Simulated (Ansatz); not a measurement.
# Band-structure calculation of GaN

System: GaN (I4/mmm, 2 atoms in the cell).
Method: DFT, PBE, plane waves, PAW, no spin polarisation (Ansatz 0.2.0).

The structure was built on a prototype by a generator. The geometry comes from this level: r2SCAN (a point of a series of strains). It belongs to a series of runs on one base structure; here: uniaxial_z strain -2.3%. Figures and captions count atoms from 1; the log counts them from 0 in places.

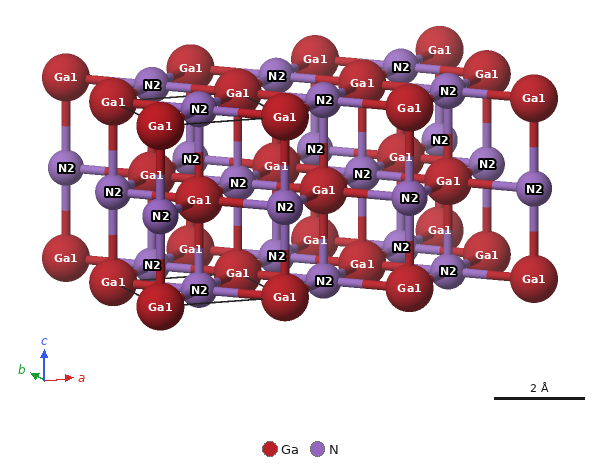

**Figure 1.** The structure (ball-and-stick view of the cell 2 times as large as that of the calculation, set on its symmetry axes, repeated 3 × 2 × 1, seen slightly off an axis; atoms are numbered from 1 in the order of the input). Near neighbours in the crystal (not all of them lie inside the picture): Ga has 6 N at 2.06 to 2.11 Å; N has 6 Ga at 2.06 to 2.11 Å.

### Summary

```csv
quantity,value
outcome,converged
space group (tolerance 0.01 Å),I4/mmm (139)
electrons treated,18
free energy,−4166.9110 eV
Fermi energy,14.060 eV
band gap,0.65 eV
pressure,14.46 GPa
largest force (length of the vector),under 0.001 eV/Å
hardware,"4 threads of an Arm (aarch64) CPU, shared host"
wall time,0.8 s (CPU time 2.5 s)
peak memory,0.3 GiB
```

### Remarks

The cell is under a pressure of 14.5 GPa at this level, so it is not at its equilibrium volume.

### Input file
```yaml
crystal:
  lattice:
    - [0.0, 2.1085154154, 2.060441264]
    - [2.1085154154, 0.0, 2.060441264]
    - [2.1085154154, 2.1085154154, 0.0]
  atoms:
    - { symbol: Ga, position: [0.0, 0.0, 0.0] }
    - { symbol: "N", position: [0.5, 0.5, 0.5] }
kpoints:
  mp_grid: { grid: [10, 10, 10] }
  band_path:
    path:
      - [0.0, 0.0, 0.0]
      - [0.5, 0.0, 0.5]
      - [0.625, 0.25, 0.625]
      - [0.375, 0.375, 0.75]
      - [0.5, 0.5, 0.5]
      - [0.5, 0.25, 0.75]
      - [0.1875, 0.1875, 0.375]
    npoints: 1
hamiltonian:
  xc: pbe
scf:
  occupations: { method: fermi_dirac, width: 0.02 }
  n_extra_bands: 4
output:
  forces: true
  stress: true
  eigenvalues: true
  write_density: true
  write_potential: true
  elf: true
  volumetric_format: npy
```

Launched with:
```bash
ansatz run input.yaml --threads 4 --pin off --max-ram 3686MiB --backend cpu --events-out ev --progress --plain --runs-dir out
```

### What the program printed
```
scf.n_extra_bands = 4 over 9 filled bands (N_el = 18.0): the run solves 13 bands
Engine: ansatz 0.2.0, aarch64-unknown-linux-gnu
Pseudopotentials: kind: paw
Pseudopotential: Ga, paw, valence charge 13, recommended cutoff 420 eV (normal), Ga.paw.azcp
Pseudopotential: N, paw, valence charge 5, recommended cutoff 420 eV (normal), N.paw.azcp
Functional definition: PBE
  parameter kappa = 0.804
  parameter beta = 0.06672455060314922
  exchange = pbe_x(kappa = kappa, mu = beta*pi^2/3)
  correlation = pbe_c(beta = beta)
Crystal: 2 atoms, lattice volume = 18.321 Å³
Basis set: ecut = 420 eV, 339 PW (Γ), exchange–correlation on 40×40×40 points (8 copies of the dense FFT grid, shifted against one another)
Bands: 13, of which v1, the nominal top of the filled ones, is band 9 counted from 1 (8 counted from 0)
Symmetry: 16 space group operations
Space group: I4/mmm (ITA 139), of the structure as read, at distance tolerance 2.6e-5 Å
k-points: 102 of 1000
Non-local potential: Ga, projectors of the file, l = 0: 2, l = 1: 2, l = 2: 3, l = 3: 1
Non-local potential: N, projectors of the file, l = 0: 2, l = 1: 2, l = 2: 1
PAW form: soft (Blöchl's): semilocal exchange-correlation on the pseudo side does not see the compensation charge
PAW one-centre angular grid: Ga, 590 points (default); XC on 64 Gauss nodes
PAW one-centre angular grid: N, 110 points (default); XC on 64 Gauss nodes
Initial density: superposition of atomic densities (neutral atoms: chi_scale 0, normalization atom), corrected by the library's trained network
Initial wavefunctions: pseudopotential atomic-orbital guess
Functional: x = pbe(κ = 0.804, μ = 0.2195149727645171), c = pbe(β = 0.06672455060314922)
SCF iter   1: F=—  HF=-4166.910974 eV  |F-HF|=—  |Δ(HF+E_count)|=         —  Δρ=2.35e-3  dr2=4.46e-4  ethr=1.77e-3  ⟨swp⟩=4.6  Hψ=7006  notcnv=0
preconditioner: auto → none  [insulator: Δε(μ)=0.639 eV  Ē_g=19.633 eV  σ=0.020 eV  W_gap=1.00  n_scr=8 (ndim 8)  ℏωp=36.8 eV  f_vac=0.000  D(μ)=0.00/eV (n_scr^D=0)  ε∞_Penn≈4.5]
SCF iter   2: F=—  HF=-4166.910938 eV  |F-HF|=—  |Δ(HF+E_count)|=   3.60e-5  Δρ=1.21e-3  dr2=1.06e-4  ethr=2.48e-6  ⟨swp⟩=2.1  Hψ=3050  notcnv=0
SCF iter   3: F=—  HF=-4166.910989 eV  |F-HF|=—  |Δ(HF+E_count)|=   5.10e-5  Δρ=8.88e-5  dr2=9.52e-7  ethr=5.90e-7  ⟨swp⟩=2.4  Hψ=1943  notcnv=0
SCF iter   4: F=—  HF=-4166.910984 eV  |F-HF|=—  |Δ(HF+E_count)|=   4.98e-6  Δρ=2.06e-5  dr2=2.94e-8  ethr=5.29e-9  ⟨swp⟩=2.0  Hψ=2129  notcnv=0
iter 5 did not close the SCF: its close was put off for the readings that it lacked (scf_convergence_deferred on its scf_iter line)
SCF iter   5: F=-4166.910984 eV  HF=-4166.910984 eV  |F-HF|=2.51e-8  |Δ(HF+E_count)|=   5.84e-9  Δρ=1.23e-5  dr2=1.67e-8  ethr=1.63e-10  ⟨swp⟩=2.0  Hψ=2235  notcnv=0
SCF iter   6: F=-4166.910984 eV  HF=-4166.910984 eV  |F-HF|=1.52e-10  |Δ(HF+E_count)|=   8.63e-9  Δρ=2.34e-6  dr2=4.63e-10  ethr=9.30e-11  ⟨swp⟩=4.9  Hψ=7075  notcnv=0
SCF 1 converged in 6 iterations: F = -4166.910984 eV  dr2 = 4.63e-10
  greatest PAW one-centre occupation: 0.997 electrons in one spin orbital (limit 2), on the Ga atom at site 0 (counted from 0), in its partial waves of l = 2
NSCF: frozen V_eff on 7 k-points
SCF converged after 6 iterations
Free energy (F): -4166.910984 eV
Harris-Foulkes:  -4166.910984 eV  (|F-HF|=1.52e-10)
Internal energy: -4166.910984 eV  (E = F + TS)
E sigma→0 (E₀):  -4166.910984 eV
Fermi energy:    14.059624 eV
--- Per-component energies (eV) ---
  E_band       = 56.379230
  E_kinetic    = 249.754209
  E_local      = -1642.032171  (includes V_loc(G=0)·N_el)
  E_nonlocal   = 477.448376
  E_hartree    = 774.931774
  E_xc         = -129.091593
  E_vxc        = -134.790685  (∫ρ·V_xc dr)
  E_paw        = -2124.099883  (= ΣΔE_a)
  E_vpaw       = -443.864713  (= ΣTr[D̂ρ^β])
  E_aug_tail   = -0.000105  (compensation charges beyond the density's cutoff)
  E_ewald      = -1773.821591
  E_smearing   = -0.000000  (= −TS)
  E_closure    = 0.000000  (closes the sum)
  Σ components = -4166.910984   (vs F -4166.910984, Δ=0.00e0)
--- Forces (eV/Å), atoms counted from 1 ---
  atom   1  Ga    -0.00000000     0.00000000     0.00000000
  atom   2  N      0.00000000    -0.00000000     0.00000000
  max |Σ_I F_I| component: 5.52e-30 eV/Å
--- Stress (GPa, compression-positive) ---
       12.596997       0.000000       0.000000
        0.000000      12.596997       0.000000
        0.000000       0.000000      18.178916
  P = ⅓ Tr σ = 14.4576 GPa (144.576 kbar)
--- Band table (eV; the first three rows and the last of 102) ---
  k-point 0: bands = ["-3.8866", "-0.3375", "-0.3375", "-0.3237", "-0.2470", "-0.2132", "13.0218", "13.2396", "13.2396", "16.2989", "28.4491", "28.4491", "28.6333"]
  k-point 1: bands = ["-3.6862", "-0.3428", "-0.3283", "-0.3165", "-0.2578", "-0.2301", "12.0009", "13.1425", "13.2528", "17.2250", "26.1278", "27.6279", "28.0535"]
  k-point 2: bands = ["-3.1052", "-0.3655", "-0.3599", "-0.3384", "-0.2298", "-0.2245", "9.9489", "13.2430", "13.2960", "18.4773", "24.1014", "25.8309", "26.4119"]
  k-point 101: bands = ["-2.1920", "-0.5335", "-0.1168", "-0.0240", "-0.0240", "2.9174", "6.4048", "10.4677", "10.4677", "14.3582", "21.3796", "26.1393", "28.4565"]
```

### File bands.tsv
```
# k_distance	band_0	band_1	band_2	band_3	band_4	band_5	band_6	band_7	band_8	band_9	band_10	band_11	band_12
# fermi_ev = 14.059624
# lock_threshold_ev = 1e-6
# [0, 0, 0] at k_distance = 0.000000
# [0.5, 0, 0.5] at k_distance = 1.489955
# [0.625, 0.25, 0.625] at k_distance = 2.022914
# [0.375, 0.375, 0.75] at k_distance = 2.938904
# [0.5, 0.5, 0.5] at k_distance = 3.865558
# [0.5, 0.25, 0.75] at k_distance = 4.931476
# [0.1875, 0.1875, 0.375] at k_distance = 5.881140
# levels_relative_to = fermi_ev
# free_energy_ev = -4166.910984
# largest_residual_norms_ev = 6.094e-4 9.957e-4 5.733e-4 7.222e-4 7.696e-4 3.298e-4 2.236e-4 5.093e-4 2.704e-4 8.527e-4 1.390e-3 1.467e-3 4.720e-4
0.000000	-17.946180	-14.397088	-14.397088	-14.383279	-14.306667	-14.272825	-1.037798	-0.820007	-0.820007	2.239245	14.389483	14.389483	14.573659
1.489955	-16.282065	-14.589869	-14.170539	-14.108600	-14.077946	-11.375874	-7.715689	-3.612137	-3.283799	0.539274	7.599534	11.790645	14.277430
2.022914	-15.947590	-14.511162	-14.323318	-14.245682	-14.130034	-11.795803	-6.690452	-6.225836	-2.474646	3.144279	8.822154	10.984131	12.616373
2.938904	-15.965212	-14.515455	-14.320334	-14.228591	-14.124125	-11.645744	-6.677002	-6.140689	-2.643153	2.838568	8.654045	11.282079	12.426851
3.865558	-14.685396	-14.633539	-14.572816	-14.563005	-14.157486	-14.139513	-8.755464	-0.573168	-0.456419	4.468503	8.703630	9.206169	9.477276
4.931476	-15.942320	-14.398380	-14.384433	-14.369490	-14.080716	-11.487717	-5.913749	-5.875474	-4.940986	4.900353	9.670572	10.035287	10.324202
5.881140	-16.374605	-14.462145	-14.453919	-14.430449	-14.291192	-14.026709	-5.211408	-2.991965	-0.385860	6.153826	8.167916	9.915083	10.364703
```

### File rho_z.tsv
```
# z_ang	rho[e/angstrom^3]
# format = ansatz-planar-average/11
# lattice	0.000000000	2.108515415	2.060441264
# lattice	2.108515415	0.000000000	2.060441264
# lattice	2.108515415	2.108515415	0.000000000
# sites	2
# site	31	0.000000000	0.000000000	0.000000000
# site	7	2.108515415	2.108515415	2.060441264
0.000000	2.355589e0
0.149095	2.067587e0
0.298189	1.446325e0
0.447284	9.074848e-1
0.596378	6.247980e-1
0.745473	5.431120e-1
0.894567	5.677270e-1
1.043662	6.369555e-1
1.192756	7.091394e-1
1.341851	7.573175e-1
1.490946	7.733457e-1
1.640040	7.573175e-1
1.789135	7.091394e-1
1.938229	6.369555e-1
2.087324	5.677270e-1
2.236418	5.431120e-1
2.385513	6.247980e-1
2.534607	9.074848e-1
2.683702	1.446325e0
2.832797	2.067587e0
```

### File v_z.tsv
```
# z_ang	v_es[eV]	v_tot[eV]
# format = ansatz-planar-average/11
# xc	pbe
# density_cutoff_ev	1680
# datasets	Ga=:simpson_from_first_knot:soft	N=:simpson_from_first_knot:soft
# lattice	0.000000000	2.108515415	2.060441264
# lattice	2.108515415	0.000000000	2.060441264
# lattice	2.108515415	2.108515415	0.000000000
# sites	2
# site	31	0.000000000	0.000000000	0.000000000
# site	7	2.108515415	2.108515415	2.060441264
0.000000	5.701947e0	-6.549982e0
0.149095	5.825106e0	-6.417921e0
0.298189	6.174592e0	-6.041994e0
0.447284	6.750965e0	-5.427426e0
0.596378	7.369228e0	-4.785078e0
0.745473	7.636095e0	-4.555278e0
0.894567	7.486291e0	-4.827488e0
1.043662	7.036267e0	-5.442124e0
1.192756	6.367006e0	-6.254410e0
1.341851	5.710919e0	-7.009129e0
1.490946	5.439024e0	-7.319334e0
1.640040	5.710919e0	-7.009129e0
1.789135	6.367006e0	-6.254410e0
1.938229	7.036267e0	-5.442124e0
2.087324	7.486291e0	-4.827488e0
2.236418	7.636095e0	-4.555278e0
2.385513	7.369228e0	-4.785078e0
2.534607	6.750965e0	-5.427426e0
2.683702	6.174592e0	-6.041994e0
2.832797	5.825106e0	-6.417921e0
```

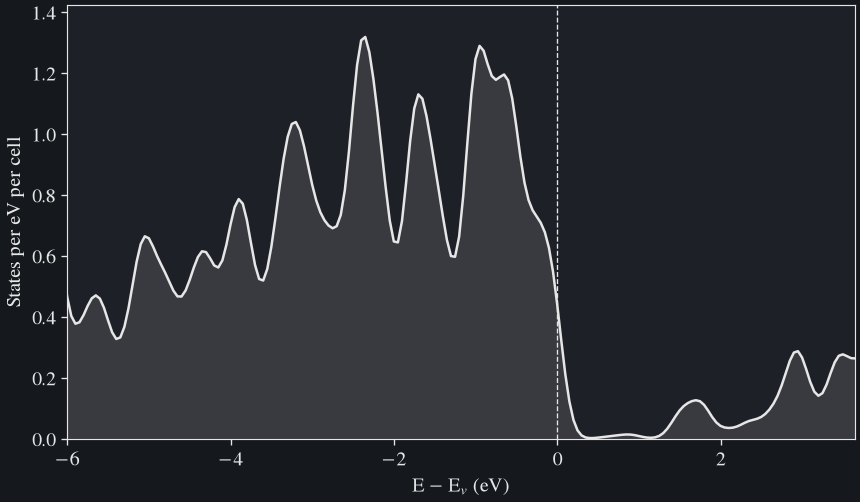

**Figure 2.** Density of states (the curve is built from the levels of the k mesh with Gaussians 0.3 eV wide, which also blur the band edges), with energies from the valence-band top. There is a gap of 0.65 eV on the k-point mesh. Small ripples come from the finite k-point mesh.

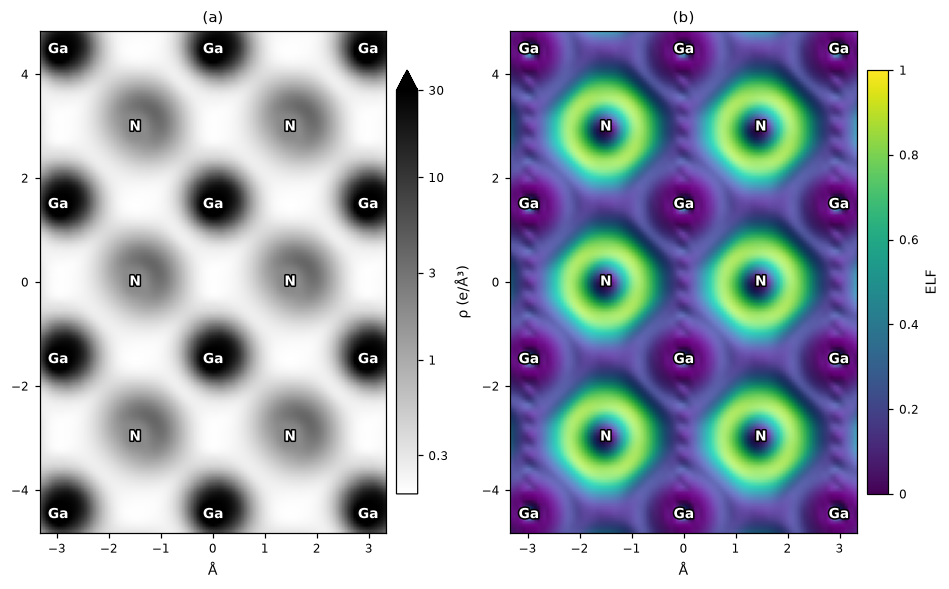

**Figure 3.** (a) valence electron density; (b) electron localisation function on the (001) plane of the conventional cell. The section cuts through Ga and N sites. Ga–N (2.11 Å): ρ at the midpoint is about 0.52 e/Å³; the ELF is about 0.35 at the midpoint. Away from the nuclei the density in this plane falls to 0.18 e/Å³ at its lowest. The strong features right at Ga lie inside the PAW spheres (semicore, d or f shells) and say nothing about bonding. In a PAW calculation such maps are meaningful between the atoms, not at the nuclei.

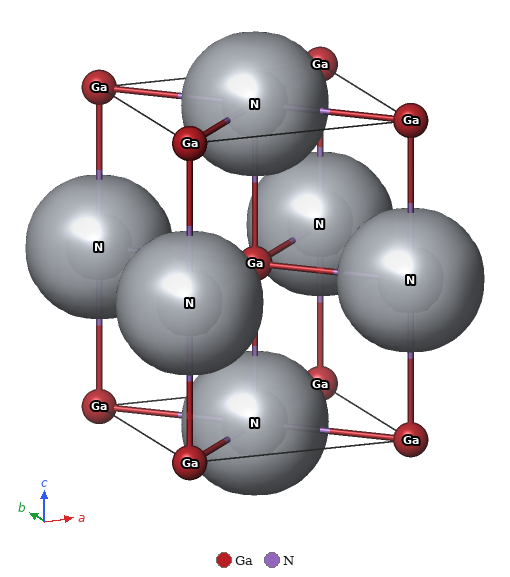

**Figure 4.** Isosurface of the electron localisation function at 0.65 (grey), seen slightly off an axis. Core shells and regions of very low density are left out. Sticks mark near contacts. The outline is the cell set on symmetry axes. Values along the shortest contacts: Ga–N (2.06 Å): the ELF is about 0.35 at the midpoint. Ga–N (2.11 Å): the ELF is about 0.35 at the midpoint.
